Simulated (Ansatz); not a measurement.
# What a change does: single-point calculation on Br

System: Br (P4/mmm, 3 atoms in the cell).
Method of run A: DFT PBE+D3(BJ), scalar-relativistic, plane waves, PAW, no spin polarisation (Ansatz 0.2.0).

The structure derives from a Materials Project entry. Text and figures count atoms from 1; the logs count them from 0 in places.

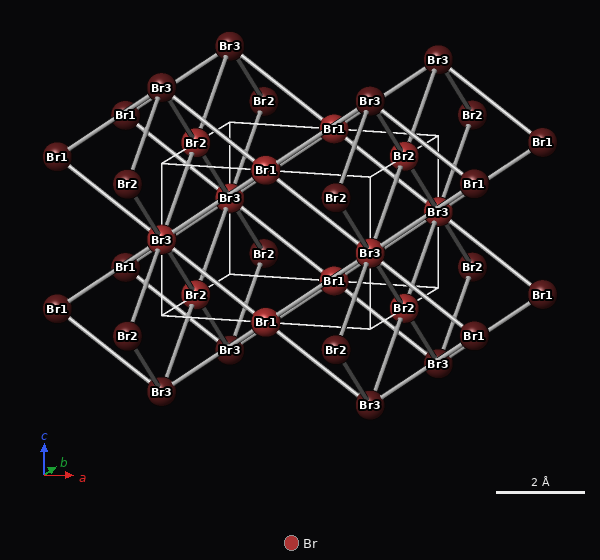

**Figure 1.** The structure as given in the input (ball-and-stick view of the cell of the calculation, seen slightly off an axis; neighbours outside the cell are drawn fainter; atoms are numbered from 1 in the order of the input). Near neighbours in the crystal (not all of them lie inside the picture): Br has 4 Br at 3.08 Å; Br has 8 Br at 3.08 Å.

## Input, run A
```yaml
crystal:
  lattice:
    - [5.0300985932, 0.0, 0.0]
    - [0.0, 5.0300985932, 0.0]
    - [0.0, 0.0, 3.5562797054]
  atoms:
    - { symbol: Br, position: [0.5, 0.0, 0.0] }
    - { symbol: Br, position: [0.0, 0.5, 0.0] }
    - { symbol: Br, position: [0.0, 0.0, 0.5] }
basis:
  ecutwfc: 420
kpoints:
  mp_grid: { grid: [12, 12, 12] }
hamiltonian:
  xc: pbe
  dispersion: d3bj
scf:
  occupations: { method: gaussian, width: 0.15 }
output:
  forces: true
  stress: true
  eigenvalues: true
```

Hardware: 1 thread of an Arm (aarch64) CPU, shared host.

## Output, shortened to warnings, some set-up lines, iterations and results (run A)
```
Basis set: ecut = 420 eV, 1767 PW (Γ), exchange–correlation on 72×72×48 points (8 copies of the dense FFT grid, shifted against one another)
Symmetry: 16 space group operations
k-points: 196 of 1728
Initial density: superposition of atomic densities (neutral atoms: chi_scale 0, normalization atom), corrected by the library's trained network
[...]
SCF iter   1: F=—  HF=-8348.616917 eV  |F-HF|=—  |Δ(HF+E_count)|=         —  Δρ=2.96e-3  dr2=1.42e-2  ethr=1.77e-3  ⟨swp⟩=7.2  Hψ=17983  notcnv=0
SCF iter   2: F=—  HF=-8348.614863 eV  |F-HF|=—  |Δ(HF+E_count)|=   2.05e-3  Δρ=1.71e-3  dr2=2.33e-3  ethr=6.78e-5  ⟨swp⟩=2.7  Hψ=6748  notcnv=0
SCF iter   3: F=—  HF=-8348.614448 eV  |F-HF|=—  |Δ(HF+E_count)|=   4.15e-4  Δρ=5.76e-4  dr2=8.16e-4  ethr=1.11e-5  ⟨swp⟩=2.0  Hψ=4905  notcnv=0
SCF iter   4: F=—  HF=-8348.614333 eV  |F-HF|=—  |Δ(HF+E_count)|=   1.15e-4  Δρ=3.04e-4  dr2=1.97e-4  ethr=3.89e-6  ⟨swp⟩=1.0  Hψ=2934  notcnv=0
SCF iter   5: F=—  HF=-8348.614307 eV  |F-HF|=—  |Δ(HF+E_count)|=   2.65e-5  Δρ=6.64e-5  dr2=9.92e-6  ethr=9.40e-7  ⟨swp⟩=1.0  Hψ=2934  notcnv=0
SCF iter   6: F=—  HF=-8348.614261 eV  |F-HF|=—  |Δ(HF+E_count)|=   4.60e-5  Δρ=7.14e-6  dr2=7.83e-8  ethr=4.76e-10  ⟨swp⟩=6.2  Hψ=18566  notcnv=0
SCF iter   7: F=-8348.614261 eV  HF=-8348.614261 eV  |F-HF|=4.11e-10  |Δ(HF+E_count)|=   2.79e-8  Δρ=1.30e-6  dr2=1.35e-9  ethr=3.73e-10  ⟨swp⟩=3.0  Hψ=11219  notcnv=0
SCF 1 converged in 7 iterations: F = -8348.614261 eV  dr2 = 1.35e-9
SCF converged after 7 iterations
Free energy (F): -8348.614261 eV
Harris-Foulkes:  -8348.614261 eV  (|F-HF|=4.11e-10)
Internal energy: -8348.567704 eV  (E = F + TS)
E sigma→0 (E₀):  -8348.590982 eV
Entropy (-TS):   -0.046557 eV (-15.519 meV/atom)
Fermi energy:    2.854130 eV
--- Per-component energies (eV) ---
  E_band       = -57.622634
  E_kinetic    = 393.436898
  E_local      = -652.249679  (includes V_loc(G=0)·N_el)
  E_nonlocal   = 210.343345
  E_hartree    = 164.802413
  E_xc         = -786.999582
  E_vxc        = -302.705659  (∫ρ·V_xc dr)
  E_paw        = -6741.082230  (= ΣΔE_a)
  E_vpaw       = -36.052512  (= ΣTr[D̂ρ^β])
  E_aug_tail   = 0.000000  (compensation charges beyond the density's cutoff)
  E_ewald      = -936.100887
  E_disp       = -0.717982  (pairwise vdW)
  E_smearing   = -0.046557  (= −TS)
  E_closure    = 0.000000  (closes the sum)
  Σ components = -8348.614261   (vs F -8348.614261, Δ=0.00e0)
--- Forces (eV/Å), atoms counted from 1 ---
  atom   1  Br     0.00000000     0.00000000     0.00000000
  atom   2  Br     0.00000000    -0.00000000     0.00000000
  atom   3  Br     0.00000000     0.00000000     0.00000000
  max |Σ_I F_I| component: 1.38e-30 eV/Å
--- Stress (GPa, compression-positive) ---
       -0.850541       0.000000       0.000000
        0.000000      -0.850541       0.000000
        0.000000       0.000000      -0.385617
  P = ⅓ Tr σ = -0.6956 GPa (-6.956 kbar)
```

The input of run B differs as follows (lines with − go, lines with + come):
```diff
-    - [5.0300985932, 0.0, 0.0]
-    - [0.0, 5.0300985932, 0.0]
-    - [0.0, 0.0, 3.5562797054]
+    - [4.8680096965, 0.0, 0.0]
+    - [0.0, 4.8680096965, 0.0]
+    - [0.0, 0.0, 3.7970475633]
```

What does this change do to the results?

With the same functional and potentials, run B lies 3.8 meV per atom higher. The pressure goes from −0.70 to −0.50 GPa. The SCF takes 6 iterations against 7. The plane waves at Γ go from 1767 to 1745.

## Output, shortened to warnings, some set-up lines, iterations and results (run B)
```
Basis set: ecut = 420 eV, 1745 PW (Γ), exchange–correlation on 72×72×54 points (8 copies of the dense FFT grid, shifted against one another)
Symmetry: 16 space group operations
k-points: 196 of 1728
Initial density: superposition of atomic densities (neutral atoms: chi_scale 0, normalization atom), corrected by the library's trained network
[...]
SCF iter   1: F=—  HF=-8348.604266 eV  |F-HF|=—  |Δ(HF+E_count)|=         —  Δρ=2.21e-3  dr2=9.85e-3  ethr=1.77e-3  ⟨swp⟩=7.3  Hψ=18022  notcnv=0
SCF iter   2: F=—  HF=-8348.603212 eV  |F-HF|=—  |Δ(HF+E_count)|=   1.05e-3  Δρ=1.08e-3  dr2=1.43e-3  ethr=4.69e-5  ⟨swp⟩=2.4  Hψ=6039  notcnv=0
SCF iter   3: F=—  HF=-8348.603016 eV  |F-HF|=—  |Δ(HF+E_count)|=   1.96e-4  Δρ=5.52e-4  dr2=5.46e-4  ethr=6.81e-6  ⟨swp⟩=2.0  Hψ=4885  notcnv=0
SCF iter   4: F=—  HF=-8348.602922 eV  |F-HF|=—  |Δ(HF+E_count)|=   9.44e-5  Δρ=7.20e-5  dr2=8.96e-6  ethr=2.60e-6  ⟨swp⟩=1.0  Hψ=2939  notcnv=0
SCF iter   5: F=—  HF=-8348.602896 eV  |F-HF|=—  |Δ(HF+E_count)|=   2.63e-5  Δρ=1.64e-5  dr2=2.52e-7  ethr=4.27e-8  ⟨swp⟩=2.6  Hψ=4872  notcnv=0
SCF iter   6: F=-8348.602896 eV  HF=-8348.602896 eV  |F-HF|=8.37e-11  |Δ(HF+E_count)|=   1.94e-8  Δρ=3.10e-6  dr2=7.33e-9  ethr=4.76e-10  ⟨swp⟩=7.0  Hψ=15946  notcnv=0
SCF 1 converged in 6 iterations: F = -8348.602896 eV  dr2 = 7.33e-9
SCF converged after 6 iterations
Free energy (F): -8348.602896 eV
Harris-Foulkes:  -8348.602896 eV  (|F-HF|=8.37e-11)
Internal energy: -8348.554248 eV  (E = F + TS)
E sigma→0 (E₀):  -8348.578572 eV
Entropy (-TS):   -0.048648 eV (-16.216 meV/atom)
Fermi energy:    2.946732 eV
--- Per-component energies (eV) ---
  E_band       = -56.841980
  E_kinetic    = 393.571949
  E_local      = -644.191829  (includes V_loc(G=0)·N_el)
  E_nonlocal   = 210.397925
  E_hartree    = 161.072175
  E_xc         = -787.013171
  E_vxc        = -302.710817  (∫ρ·V_xc dr)
  E_paw        = -6741.085265  (= ΣΔE_a)
  E_vpaw       = -36.054003  (= ΣTr[D̂ρ^β])
  E_aug_tail   = 0.000000  (compensation charges beyond the density's cutoff)
  E_ewald      = -940.588910
  E_disp       = -0.717123  (pairwise vdW)
  E_smearing   = -0.048648  (= −TS)
  E_closure    = 0.000000  (closes the sum)
  Σ components = -8348.602896   (vs F -8348.602896, Δ=0.00e0)
--- Forces (eV/Å), atoms counted from 1 ---
  atom   1  Br    -0.00000000    -0.00000000     0.00000000
  atom   2  Br     0.00000000     0.00000000     0.00000000
  atom   3  Br    -0.00000000    -0.00000000     0.00000000
  max |Σ_I F_I| component: 5.92e-30 eV/Å
--- Stress (GPa, compression-positive) ---
       -0.146197       0.000000       0.000000
        0.000000      -0.146197       0.000000
        0.000000       0.000000      -1.205910
  P = ⅓ Tr σ = -0.4994 GPa (-4.994 kbar)
```

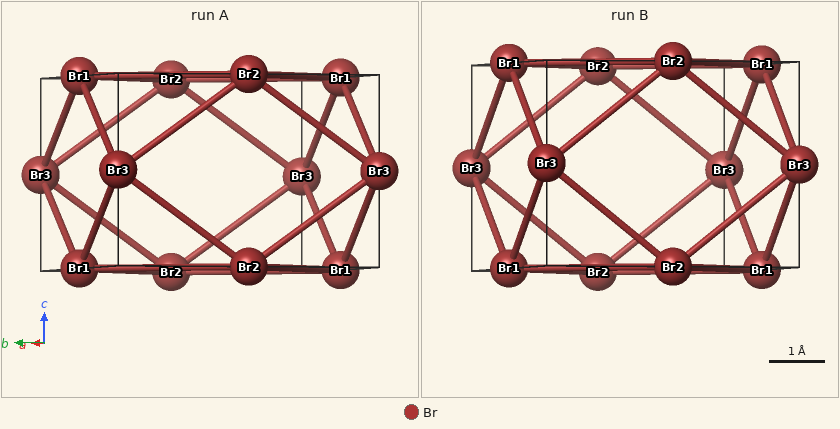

**Figure 2.** The two input geometries at one scale (ball-and-stick view of the cell of the calculation, seen at an oblique angle). The atoms keep their places relative to the cell (all moves are under 0.005 Å). The drawn cell changes at constant volume: a = b 5.030 → 4.868 Å (−3.2 %), c 3.556 → 3.797 Å (+6.8 %). Among the contacts that change: Br1–Br2 3.557 → 3.442 Å, Br1–Br3 3.080 → 3.087 Å.

## The two runs side by side

| quantity | run A | run B |
| --- | --- | --- |
| outcome | converged | converged |
| free energy per atom (eV) | −2782.8714 | −2782.8676 |
| energy per atom, smearing taken to zero (eV) | −2782.8637 | −2782.8595 |
| gap on the mesh (eV) | 0.00 | 0.00 |
| pressure (GPa) | −0.70 | −0.50 |
| largest force (eV/Å) | 0.000 | 0.000 |
| SCF iterations | 7 | 6 |
| irreducible k-points | 196 | 196 |
| plane waves at Γ | 1767 | 1745 |
| wall time (shared host) | 16 s | 14 s |

For both runs: The cell holds an odd number of electrons but the run has no spin polarisation, so it comes out as a metal.
